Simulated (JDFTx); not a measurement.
**A series of single points on Si**

System: Si (2 atoms in the cell).
Method: Kohn-Sham DFT of a periodic cell, LDA, PseudoDojo-SR-LDA-0.4.1-standard, no spin polarisation (JDFTx 1.7.0 (patched build)).

The 7 runs differ only in the geometry, by an even scaling of the cell at fixed fractional positions. The structure derives from a Materials Project entry.

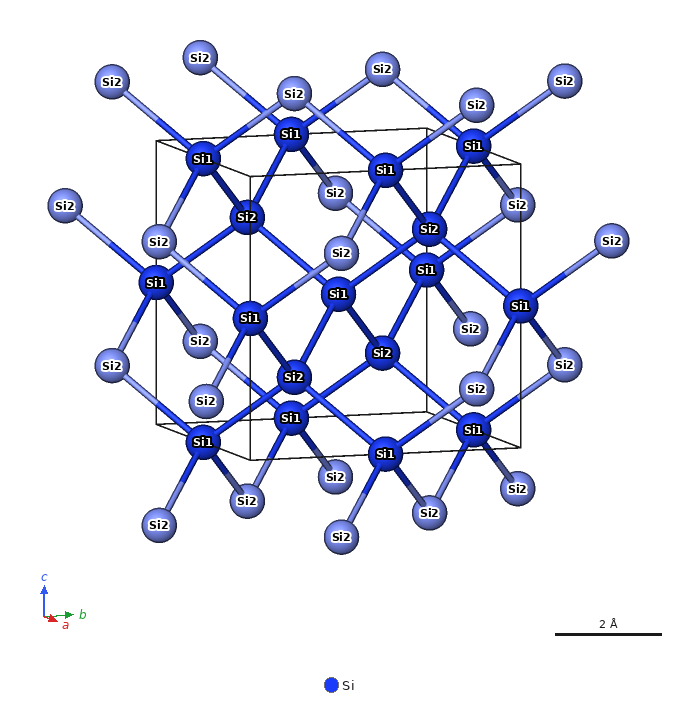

Figure 1. The structure of run 4 (ball-and-stick view of the cell 4 times as large as that of the calculation, set on its symmetry axes, seen slightly off an axis; neighbours outside the cell are drawn fainter; atoms are numbered from 1 in the order of the input). An atom can appear more than once, as a periodic image.

### Input of run 4
```
lattice Face-Centered Cubic 10.2871065889
coords-type Lattice
ion Si     0.5000000000     0.5000000000     0.5000000000 1
ion Si     0.7500000000     0.7500000000     0.7500000000 1

ion-species pseudo/Si.upf
elec-cutoff 16 128
elec-ex-corr lda-PW
kpoint-folding 8 8 8
elec-smearing Fermi 0.0018374661
elec-n-bands 9
electronic-SCF nIterations 100 energyDiffThreshold 1e-09
electronic-minimize nIterations 30 energyDiffThreshold 1e-7
forces-output-coords Cartesian

dump-name run.$VAR
dump End Ecomponents EigStats BandEigs Kpoints Forces Stress
```

Command:
```bash
jdftx -c 1 -i Si.in -o Si.out
```

Lattice vectors (Å) and fractional positions of run 4:
```
   0.000000    2.721851    2.721851
   2.721851    0.000000    2.721851
   2.721851    2.721851    0.000000
Si  0.500000  0.500000  0.500000
Si  0.750000  0.750000  0.750000
```

Run 6 has the same physical settings and fractional positions; its lattice vectors (Å) are:
```
   0.000000    2.757669    2.757669
   2.757669    0.000000    2.757669
   2.757669    2.757669    0.000000
```

### Results, with one run withheld

```tsv
run	volume per atom (Å³)	free energy per atom, from the lowest run given (meV)	pressure (GPa)	gap on the mesh (eV)
1	18.955	6.94	3.54	0.44
2	19.358	0.79	1.31	0.48
3	19.761	0.00	−0.70	0.51
4	20.165	4.01	−2.51	0.54
5	20.568	12.33	−4.13	0.57
6	20.971	?	?	?
7	21.375	40.15	−6.88	0.62
```

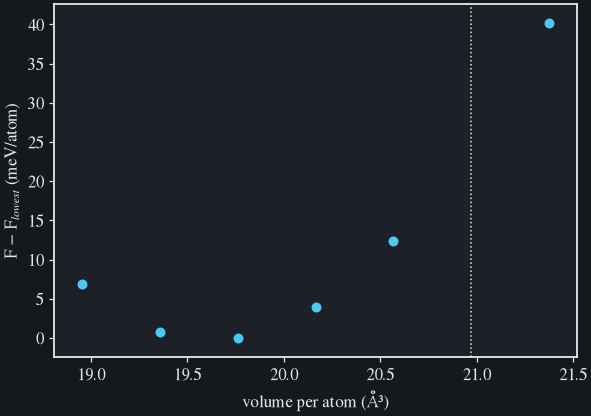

Figure 2. Free energy per atom of the runs given; the dotted line marks run 6.

Fit the runs given and predict run 6.

A cubic polynomial in V^(−2/3) (the Birch–Murnaghan form), fitted to the 6 runs given, misses them by at most 0.01 meV per atom. With x = V^(−2/3) − 0.13570 Å⁻², it reads F = 1.8762 − 2466.5 x + 6.9782e+05 x² + 9.0654e+05 x³ (meV per atom). At run 6 it gives 24.49 meV per atom, and the run itself gives 24.52. The slope of the fit gives a pressure −dF/dV of −5.55 GPa there, and the run prints −5.58 GPa. The fit has its minimum at 19.621 Å³ per atom, where V d²F/dV² gives 96.4 GPa: the bulk modulus at this level, since symmetry fixes the shape and the positions. The gap on the mesh goes, without turning, from 0.44 eV in run 1 to 0.62 eV in run 7; run 6 has 0.59 eV. These are gaps of this functional on this mesh, which can miss the band edges; they aren't the measured gap.

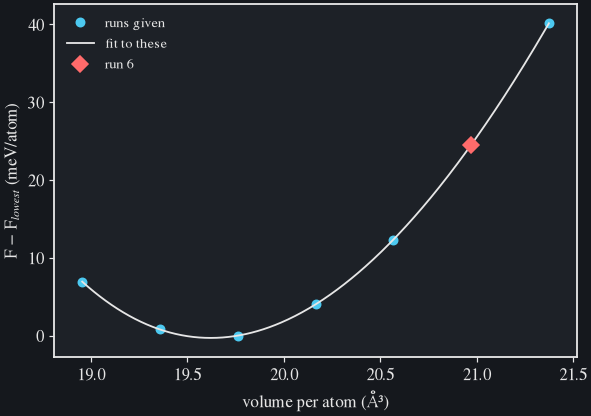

Figure 3. The fit and the withheld run.

### Some lines of the output (run 6)
```
[...]
unit cell volume = 283.043
     Etot =       -8.0005505068409501
        F =       -8.0005517679046445
	HOMO-LUMO gap: +0.021781
	Optical gap  : +0.088524 at state 4 ( [ +0.000000 +0.000000 +0.500000 ] spin 0 )
```
